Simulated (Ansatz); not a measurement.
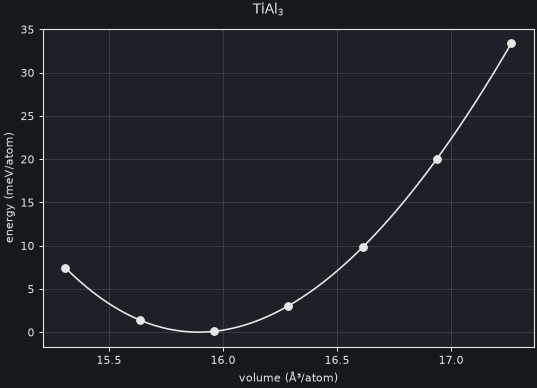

The picture above shows the energy against volume for TiAl₃, space group Pmm2 (No. 25).

Cell as given: a = 2.840 Å, b = 4.681 Å, c = 4.901 Å, α = 90.00°, β = 90.00°, γ = 90.00°; 4 atoms.

Calculation (Ansatz 0.2.0): all-electron LAPW DFT, no spin polarisation; energies at scaled volumes of the given cell, shape and fractions fixed, counted from the fit's minimum, third-order Birch-Murnaghan fit. Level: PBEsol.

- k mesh: 9×6×6
- occupations: Fermi–Dirac
- smearing width: 0.05 eV
- potentials: all electron LAPW, scalar relativistic
- program settings: basis error eV/atom 0.001

Q: How stiff is the solid, and where is its volume at rest?

A: A third-order Birch–Murnaghan fit gives V0 = 15.89 Å³/atom, B0 = 104 GPa and B′ = 4.1.

Limits of the calculation: shape and atomic fractions are frozen while scaling, which makes layered, chain and framework solids too stiff.
